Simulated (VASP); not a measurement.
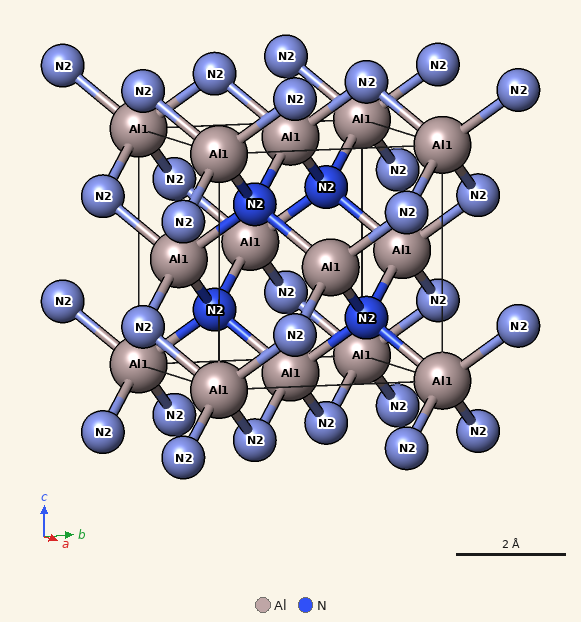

Figure 1. The input geometry (ball-and-stick view of the cell 4 times as large as that of the calculation, set on its symmetry axes, seen slightly off an axis; neighbours outside the cell are drawn fainter; atoms are numbered from 1 in the order of the input). Near neighbours in the crystal (not all of them lie inside the picture): Al has 4 N at 1.89 Å; N has 4 Al at 1.89 Å.

# Run report: AlN, geometry relaxation (part 1 of 2)

- system: AlN (F-43m, 2 atoms in the cell)
- method: Kohn-Sham DFT of a periodic cell, PBE, VASP PAW PBE potentials, recommended, no spin polarisation (VASP 6.6.1)

The structure derives from a Materials Project entry.

**OSZICAR**
```
N       E                     dE             d eps       ncg     rms          rms(c)
DAV:   1     0.955267347888E+01    0.95527E+01   -0.41276E+03  1224   0.834E+02
DAV:   2    -0.166979756887E+02   -0.26251E+02   -0.25365E+02  1520   0.141E+02
DAV:   3    -0.172193723960E+02   -0.52140E+00   -0.52140E+00  1376   0.254E+01
DAV:   4    -0.172209424237E+02   -0.15700E-02   -0.15700E-02  1640   0.131E+00
DAV:   5    -0.172209465914E+02   -0.41677E-05   -0.41677E-05  1424   0.530E-02    0.863E+00
DAV:   6    -0.148564031489E+02    0.23645E+01   -0.13515E+01  1240   0.237E+01    0.293E+00
DAV:   7    -0.148467234708E+02    0.96797E-02   -0.10728E-01  1216   0.339E+00    0.200E+00
DAV:   8    -0.148408408626E+02    0.58826E-02   -0.18421E-02  1288   0.188E+00    0.407E-01
DAV:   9    -0.148405425032E+02    0.29836E-03   -0.80450E-04  1624   0.226E-01    0.207E-01
DAV:  10    -0.148406482942E+02   -0.10579E-03   -0.25496E-04  1224   0.138E-01    0.317E-02
DAV:  11    -0.148406471770E+02    0.11171E-05   -0.57031E-06  1512   0.192E-02    0.144E-02
DAV:  12    -0.148406473602E+02   -0.18320E-06   -0.99573E-07  1240   0.978E-03    0.104E-03
DAV:  13    -0.148406473671E+02   -0.69198E-08   -0.11685E-08   768   0.109E-03
   1 F= -.14840647E+02 E0= -.14839652E+02  d E =-.148406E+02
       N       E                     dE             d eps       ncg     rms          rms(c)
DAV:   1    -0.148849112795E+02   -0.44264E-01   -0.10787E+00  1152   0.947E+00    0.142E+00
DAV:   2    -0.148427405393E+02    0.42171E-01   -0.25887E-01  1160   0.340E+00    0.308E-01
DAV:   3    -0.148423662844E+02    0.37425E-03   -0.28558E-03  1312   0.590E-01    0.117E-01
DAV:   4    -0.148420903205E+02    0.27596E-03   -0.15184E-04  1464   0.112E-01    0.466E-02
DAV:   5    -0.148420567047E+02    0.33616E-04   -0.32859E-05  1272   0.501E-02    0.248E-02
DAV:   6    -0.148420560768E+02    0.62786E-06   -0.37499E-07  1392   0.615E-03    0.592E-03
DAV:   7    -0.148420559064E+02    0.17047E-06   -0.27001E-07   968   0.349E-03    0.157E-03
DAV:   8    -0.148420559681E+02   -0.61706E-07   -0.64177E-09   616   0.103E-03
   2 F= -.14842056E+02 E0= -.14840953E+02  d E =-.140860E-02
       N       E                     dE             d eps       ncg     rms          rms(c)
DAV:   1    -0.148569418053E+02   -0.14886E-01   -0.24433E-01  1152   0.458E+00    0.674E-01
DAV:   2    -0.148475170041E+02    0.94248E-02   -0.56158E-02  1160   0.159E+00    0.153E-01
DAV:   3    -0.148474286145E+02    0.88390E-04   -0.71073E-04  1336   0.292E-01    0.567E-02
DAV:   4    -0.148473693029E+02    0.59312E-04   -0.32276E-05  1440   0.518E-02    0.246E-02
DAV:   5    -0.148473623366E+02    0.69663E-05   -0.78519E-06  1272   0.253E-02    0.120E-02
DAV:   6    -0.148473625657E+02   -0.22910E-06   -0.85722E-08  1224   0.301E-03    0.345E-03
DAV:   7    -0.148473626382E+02   -0.72522E-07   -0.55525E-08   584   0.163E-03
   3 F= -.14847363E+02 E0= -.14846315E+02  d E =-.671527E-02
```

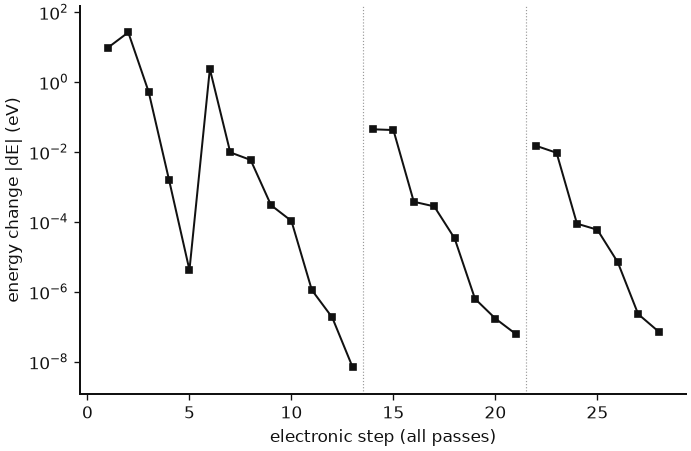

Figure 2. Convergence of the self-consistent field: energy change |dE| against the electronic step. Each stretch between dotted lines is the SCF of one geometry step of a relaxation. The 3 ionic steps take 7 to 13 electronic steps each. The density is held fixed in the first few steps, and dE rises again when its update begins.

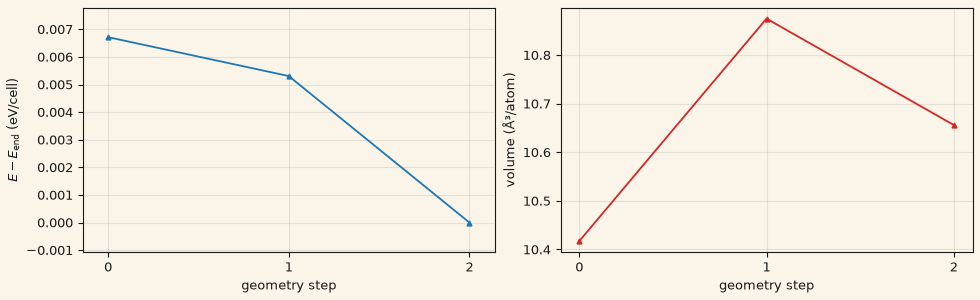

Figure 3. Progress of the relaxation, step by step (steps are counted from 0).

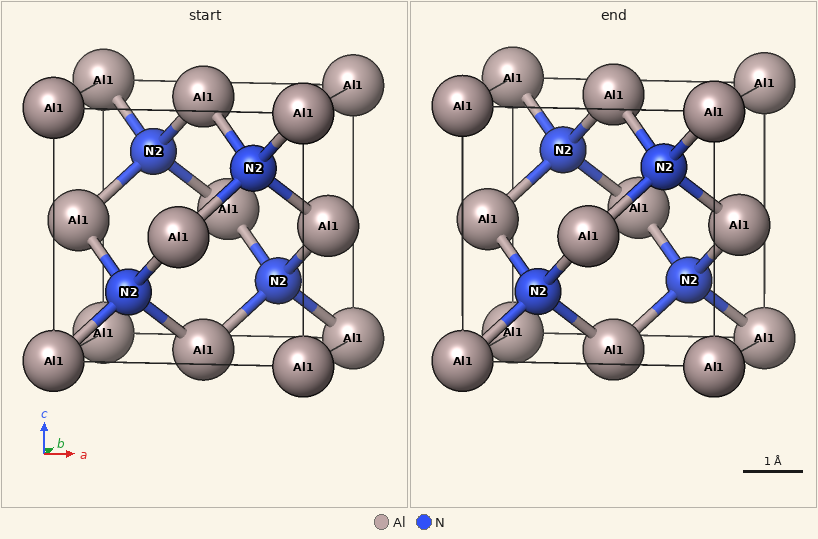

Figure 4. Before (left) and after (right) the relaxation, at one scale (ball-and-stick view of the cell 4 times as large as that of the calculation, set on its symmetry axes, seen slightly off an axis). No atom moves by more than 0.005 Å relative to the cell. The volume changes by +2.3 %, with a = b = c 4.368 → 4.401 Å (+0.8 %). Among the contacts that change: Al1–N2 1.891 → 1.906 Å. The space group stays F-43m (No. 216). Over 2 geometry steps the energy falls by 6.7 meV per cell of the calculation. All forces vanish by symmetry, so only the cell relaxes. (Atoms are counted from 1 in the order of the input.)

**Parts of OUTCAR**
```
SYSTEM = AlN
   PREC = Accurate
   ENCUT = 520
   EDIFF = 1E-7
   ISMEAR = 0
   LREAL = .False.
   LASPH = .True.
   NELM = 80
   ISIF = 3
   GGA = PE
   IBRION = 2
   NSW = 80
   EDIFFG = -0.002

 ion  position               nearest neighbor table
   1  0.000  0.000  0.000-   2 1.89   2 1.89   2 1.89   2 1.89
   2  0.750  0.750  0.750-   1 1.89   1 1.89   1 1.89   1 1.89

  LATTYP: Found a face centered cubic cell.
 ALAT       =     4.3679871200

  Lattice vectors:

 A1 = (   0.0000000000,   2.1839935600,   2.1839935600)
 A2 = (   2.1839935600,   0.0000000000,   2.1839935600)
 A3 = (   2.1839935600,   2.1839935600,   0.0000000000)

Analysis of symmetry for initial positions (statically):
=====================================================================
 Subroutine PRICEL returns:
 Original cell was already a primitive cell.

 Routine SETGRP: Setting up the symmetry group for a
 face centered cubic supercell.

 Subroutine GETGRP returns: Found 24 space group operations
 (whereof 24 operations were pure point group operations)
 out of a pool of 48 trial point group operations.

The static configuration has the point symmetry T_d .

Analysis of symmetry for dynamics (positions and initial velocities):
=====================================================================
 Subroutine PRICEL returns:
 Original cell was already a primitive cell.

 Routine SETGRP: Setting up the symmetry group for a
 face centered cubic supercell.

 Subroutine GETGRP returns: Found 24 space group operations
 (whereof 24 operations were pure point group operations)
 out of a pool of 48 trial point group operations.

The dynamic configuration has the point symmetry T_d .

 Subroutine INISYM returns: Found 24 space group operations
 (whereof 24 operations are pure point group operations),
 and found     1 'primitive' translations

----------------------------------------------------------------------------------------

                                     Primitive cell

  volume of cell :      20.8345

  direct lattice vectors                    reciprocal lattice vectors
     0.000000000  2.183993560  2.183993560    -0.228938404  0.228938404  0.228938404
     2.183993560  0.000000000  2.183993560     0.228938404 -0.228938404  0.228938404
     2.183993560  2.183993560  0.000000000     0.228938404  0.228938404 -0.228938404

  length of vectors
     3.088633313  3.088633313  3.088633313     0.396532948  0.396532948  0.396532948

  position of ions in fractional coordinates (direct lattice)
     0.000000000  0.000000000  0.000000000
     0.750000000  0.750000000  0.750000000

  ion indices of the primitive-cell ions
   primitive index   ion index
                 1           1
                 2           2

----------------------------------------------------------------------------------------

 KPOINTS: Automatic mesh

Automatic generation of k-mesh.
 Grid dimensions read from file:
 generate k-points for:   12   12   12

 Generating k-lattice:

  Cartesian coordinates                     Fractional coordinates (reciprocal lattice)
    -0.019078200  0.019078200  0.019078200     0.083333333  0.000000000  0.000000000
     0.019078200 -0.019078200  0.019078200     0.000000000  0.083333333  0.000000000
     0.019078200  0.019078200 -0.019078200     0.000000000  0.000000000  0.083333333

  Length of vectors
     0.033044412  0.033044412  0.033044412

  Shift w.r.t. Gamma in fractional coordinates (k-lattice)
     0.000000000  0.000000000  0.000000000

 Subroutine IBZKPT returns following result:
 ===========================================

 Found     72 irreducible k-points:

 Following reciprocal coordinates:
            Coordinates               Weight
  0.000000  0.000000  0.000000      1.000000
  0.083333  0.000000  0.000000      8.000000
  0.166667  0.000000  0.000000      8.000000
  0.250000  0.000000  0.000000      8.000000
  0.333333  0.000000  0.000000      8.000000
  0.416667  0.000000  0.000000      8.000000
  0.500000  0.000000  0.000000      4.000000
  0.083333  0.083333  0.000000      6.000000
  0.166667  0.083333  0.000000     24.000000
  0.250000  0.083333  0.000000     24.000000
  0.333333  0.083333  0.000000     24.000000
  0.416667  0.083333  0.000000     24.000000
  0.500000  0.083333  0.000000     24.000000
 -0.416667  0.083333  0.000000     24.000000
 -0.333333  0.083333  0.000000     24.000000
 -0.250000  0.083333  0.000000     24.000000
 -0.166667  0.083333  0.000000     24.000000
 -0.083333  0.083333  0.000000     12.000000
  0.166667  0.166667  0.000000      6.000000
  0.250000  0.166667  0.000000     24.000000
  0.333333  0.166667  0.000000     24.000000
  0.416667  0.166667  0.000000     24.000000
  0.500000  0.166667  0.000000     24.000000
 -0.416667  0.166667  0.000000     24.000000
 [... further k-points ...]
   k-points           NKPTS =     72   k-points in BZ     NKDIM =     72   number of bands    NBANDS=      8
   number of dos      NEDOS =    301   number of ions     NIONS =      2
   total plane-waves  NPLWV =  13824
   dimension x,y,z NGX =    24 NGY =   24 NGZ =   24
   dimension x,y,z NGXF=    48 NGYF=   48 NGZF=   48
   ions per type =               1   1
   NGX,Y,Z   is equivalent  to a cutoff of  12.92, 12.92, 12.92 a.u.
   NGXF,Y,Z  is equivalent  to a cutoff of  25.84, 25.84, 25.84 a.u.
 SYSTEM =  AlN
   PREC   = accura    normal or accurate (medium, high low for compatibility)
   ISTART =      0    job   : 0-new  1-cont  2-samecut
   ICHARG =      2    charge: 1-file 2-atom 10-const
   ISPIN  =      1    spin polarized calculation?
   LNONCOLLINEAR =      F non collinear calculations
   LSORBIT =      F    spin-orbit coupling
   LASPH  =      T    aspherical Exc in radial PAW
   ENCUT  =  520.0 eV  38.22 Ry    6.18 a.u.   5.74  5.74  5.74*2*pi/ulx,y,z
   NELM   =     80;   NELMIN=  2; NELMDL= -5     # of ELM steps
   EDIFF  = 0.1E-06   stopping-criterion for ELM
   LREAL  =      F    real-space projection
   EDIFFG = -.2E-02   stopping-criterion for IOM
   NSW    =     80    number of steps for IOM
   IBRION =      2    ionic relax: 0-MD 1-quasi-New 2-CG
   NFREE  =      1    steps in history (QN), initial steepest desc. (CG)
   ISIF   =      3    stress and relaxation
   ISYM   =      2    0-nonsym 1-usesym 2-fastsym
   POTIM  = 0.5000    time-step for ionic-motion
   TEBEG  =    0.0;   TEEND  =   0.0 temperature during run
   PSTRESS=    0.0 pullay stress
   NELECT =       8.0000    total number of electrons
   NUPDOWN=      -1.0000    fix difference up-down
   EMIN   =  10.00;   EMAX   =-10.00  energy-range for DOS
   EFERMI =   0.00;   METHOD = LEGACY
   ISMEAR =     0;   SIGMA  =   1.00  broadening in eV -4-tet -1-fermi 0-gaus
   EFERMI_NEDOS =   21; number of points for ismear=-14 and -15
   IALGO  =     38    algorithm
   IMIX   =      4    mixing-type and parameters
     AMIX     =   0.40;   BMIX     =  1.00
     AMIX_MAG =   1.60;   BMIX_MAG =  1.00
  volume/ion in A,a.u.               =      10.42        70.30
  Fermi-wavevector in a.u.,A,eV,Ry     =   1.189899  2.248583 19.263943  1.415860
  Thomas-Fermi vector in A             =   2.325996
   LORBIT       =      0    0 simple, 1 ext, 2 COOP (PROOUT), +10 PAW based schemes
   GGA     = PE    functional components
   LHFCALC =     F    Hartree Fock is set to
   AEXX    =    0.0000 exact exchange contribution
```
